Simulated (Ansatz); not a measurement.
**A series of single points on GeSi**

System: GeSi (P6₃mc, 4 atoms in the cell).
Method: Kohn-Sham DFT of a periodic cell, r2SCAN, Ansatz PAW, no spin polarisation (Ansatz 0.2.0).

The 6 runs differ only in the geometry, by an even scaling of the cell at fixed fractional positions. The structure derives from a Materials Project entry.

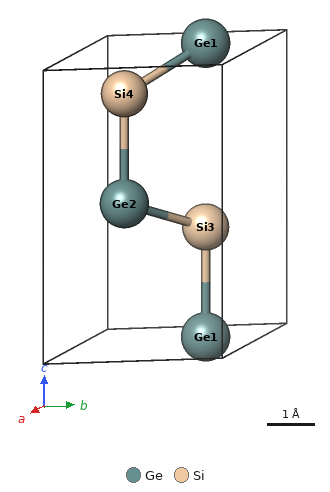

Figure 1. The structure of run 4 (ball-and-stick view of the cell of the calculation, seen slightly off an axis; atoms are numbered from 1 in the order of the input). An atom can appear more than once, as a periodic image.

## Input of run 4
```yaml
crystal:
  lattice:
    - [3.9044512986, 0.0, 0.0]
    - [-1.9522256493, 3.3813540124, 0.0]
    - [0.0, 0.0, 6.450783]
  atoms:
    - { symbol: Ge, position: [0.3333333333, 0.6666666667, 0.000392] }
    - { symbol: Ge, position: [0.6666666667, 0.3333333333, 0.500392] }
    - { symbol: Si, position: [0.3333333333, 0.6666666667, 0.374607] }
    - { symbol: Si, position: [0.6666666667, 0.3333333333, 0.874607] }
hamiltonian:
  xc: r2scan
  pseudopotentials: { kind: paw }
kpoints:
  mp_grid: { grid: [8, 8, 4] }
scf:
  occupations: { method: fermi_dirac, width: 0.05 }
output:
  forces: true
  stress: true
  eigenvalues: true
```

Command:
```bash
ansatz run input.yaml --threads 2 --pin off --max-ram 5632MiB --backend cpu --events-out ev --progress --plain --runs-dir out
```

Lattice vectors (Å) and fractional positions of run 4:
```
   3.904451    0.000000    0.000000
  -1.952226    3.381354    0.000000
   0.000000    0.000000    6.450783
Ge  0.333333  0.666667  0.000392
Ge  0.666667  0.333333  0.500392
Si  0.333333  0.666667  0.374607
Si  0.666667  0.333333  0.874607
```

Run 2 differs from it as follows:
```diff
-    - [3.9044512986, 0.0, 0.0]
-    - [-1.9522256493, 3.3813540124, 0.0]
-    - [0.0, 0.0, 6.450783]
+    - [3.8516819745, 0.0, 0.0]
+    - [-1.9258409872, 3.3356544372, 0.0]
+    - [0.0, 0.0, 6.3635995694]
```

## Results, with one run withheld

| run | volume per atom (Å³) | free energy per atom, from the lowest run given (meV) | pressure (GPa) | gap on the mesh (eV) |
| --- | --- | --- | --- | --- |
| 1 | 20.014 | 22.89 | 6.03 | 0.56 |
| 2 | 20.440 | ? | ? | ? |
| 3 | 20.866 | 2.42 | 1.82 | 0.63 |
| 4 | 21.291 | 0.00 | 0.03 | 0.66 |
| 5 | 21.717 | 2.08 | −1.57 | 0.69 |
| 6 | 22.143 | 8.20 | −3.00 | 0.66 |

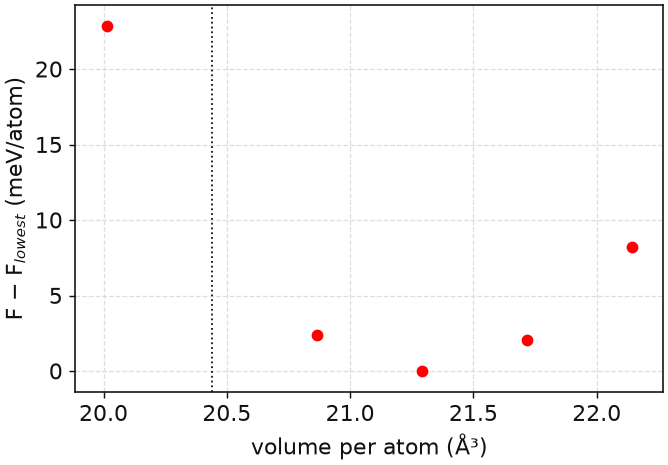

Figure 2. Free energy per atom of the runs given; the dotted line marks run 2.

Fit the runs given and predict run 2.

A cubic polynomial in V^(−2/3) (the Birch–Murnaghan form), fitted to the 5 runs given, misses them by under 0.01 meV per atom. With x = V^(−2/3) − 0.13061 Å⁻², it reads F = 0.16498 + 700.44 x + 7.4738e+05 x² + 1.1498e+06 x³ (meV per atom). At run 2 it gives 9.86 meV per atom, and the run itself gives 9.85. The slope of the fit gives a pressure −dF/dV of 3.81 GPa there, and the run prints 3.81 GPa. The fit has its minimum at 21.300 Å³ per atom, where V d²F/dV² gives 84.5 GPa. Cell shape and fractional positions are held, so this is the stiffness under even scaling; the relaxed bulk modulus wasn't computed. The gap on the mesh lies between 0.56 eV (run 1) and 0.69 eV (run 5); run 2 has 0.60 eV. These are gaps of this functional on this mesh, which can miss the band edges; they aren't the measured gap.

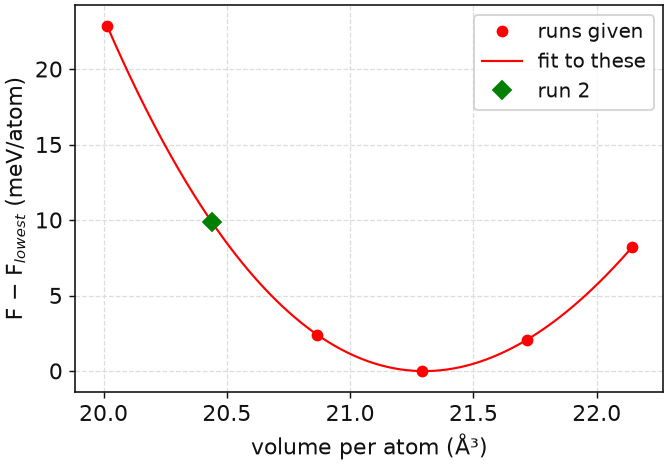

Figure 3. The fit and the withheld run.

## Output, shortened to warnings, some set-up lines, iterations and results (run 2)
```
Basis set: ecut = 500 eV, 2045 PW (Γ), exchange–correlation on 120×120×192 points (64 copies of the dense FFT grid, shifted against one another)
Symmetry: 12 space group operations
k-points: 30 of 256 (time reversal used)
Initial density: superposition of atomic densities (neutral atoms: chi_scale 0, normalization atom), corrected by the library's trained network
[...]
SCF iter   1: F=—  HF=-9883.767749 eV  |F-HF|=—  |Δ(HF+E_count)|=         —  Δρ=5.74e-3  dr2=2.53e-2  dr2_τ=1.86e-2  ethr=1.77e-3  ⟨swp⟩=6.1  Hψ=3179  notcnv=0
SCF iter   2: F=—  HF=-9883.792106 eV  |F-HF|=—  |Δ(HF+E_count)|=   2.44e-2  Δρ=2.32e-3  dr2=3.82e-3  dr2_τ=4.75e-5  ethr=7.02e-5  ⟨swp⟩=2.0  Hψ=1560  notcnv=0
SCF iter   3: F=—  HF=-9883.791477 eV  |F-HF|=—  |Δ(HF+E_count)|=   6.29e-4  Δρ=1.45e-3  dr2=1.33e-3  dr2_τ=1.08e-5  ethr=1.06e-5  ⟨swp⟩=2.3  Hψ=1065  notcnv=0
SCF iter   4: F=—  HF=-9883.791350 eV  |F-HF|=—  |Δ(HF+E_count)|=   1.27e-4  Δρ=1.94e-4  dr2=2.55e-5  dr2_τ=1.72e-7  ethr=3.69e-6  ⟨swp⟩=2.0  Hψ=852  notcnv=0
SCF iter   5: F=—  HF=-9883.791352 eV  |F-HF|=—  |Δ(HF+E_count)|=   2.05e-6  Δρ=4.22e-5  dr2=1.74e-6  dr2_τ=1.41e-8  ethr=7.08e-8  ⟨swp⟩=2.0  Hψ=1148  notcnv=0
SCF iter   6: F=-9883.791352 eV  HF=-9883.791352 eV  |F-HF|=2.49e-8  |Δ(HF+E_count)|=   1.14e-8  Δρ=8.42e-6  dr2=6.22e-8  dr2_τ=8.11e-10  ethr=2.78e-10  ⟨swp⟩=3.3  Hψ=2890  …
SCF 1 converged in 6 iterations: F = -9883.791352 eV  dr2 = 6.22e-8
SCF converged after 6 iterations
Free energy (F): -9883.791352 eV
Harris-Foulkes:  -9883.791352 eV  (|F-HF|=2.49e-8)
Internal energy: -9883.791310 eV  (E = F + TS)
E sigma→0 (E₀):  -9883.791331 eV
Entropy (-TS):   -0.000043 eV (-0.011 meV/atom)
Fermi energy:    8.370669 eV
--- Per-component energies (eV) ---
  E_band       = -307.355926
  E_kinetic    = 305.830368
  E_local      = -5247.526663  (includes V_loc(G=0)·N_el)
  E_nonlocal   = 891.577504
  E_hartree    = 2313.519633
  E_xc         = -242.728893
  E_vxc        = -237.385907  (∫ρ·V_xc dr)
  E_paw        = -5108.311188  (= ΣΔE_a)
  E_vpaw       = -658.444468  (= ΣTr[D̂ρ^β])
  E_aug_tail   = 0.000030  (compensation charges beyond the density's cutoff)
  E_vtau       = 11.568350  (kinetic-family band-sum trace: ∫τ·v_τ [+ j·A + Jᵃ·Aᵃ] dr)
  E_ewald      = -2793.827703
  E_core_change = -2.324397  (= ΣΔE_core)
  E_smearing   = -0.000043  (= −TS)
  E_closure    = 0.000000  (closes the sum)
  Σ components = -9883.791352   (vs F -9883.791352, Δ=0.00e0)
--- Forces (eV/Å), atoms counted from 1 ---
  atom   1  Ge     0.00000000     0.00000000     0.03455766
  atom   2  Ge     0.00000000    -0.00000000     0.03455766
  atom   3  Si    -0.00000000     0.00000000    -0.03456051
  atom   4  Si     0.00000000    -0.00000000    -0.03456051
  max |Σ_I F_I| component: 5.70e-6 eV/Å
--- Stress (GPa, compression-positive) ---
        3.809372       0.000000       0.000000
       -0.000000       3.809372       0.000000
        0.000000      -0.000000       3.819908
  P = ⅓ Tr σ = 3.8129 GPa (38.129 kbar)
```
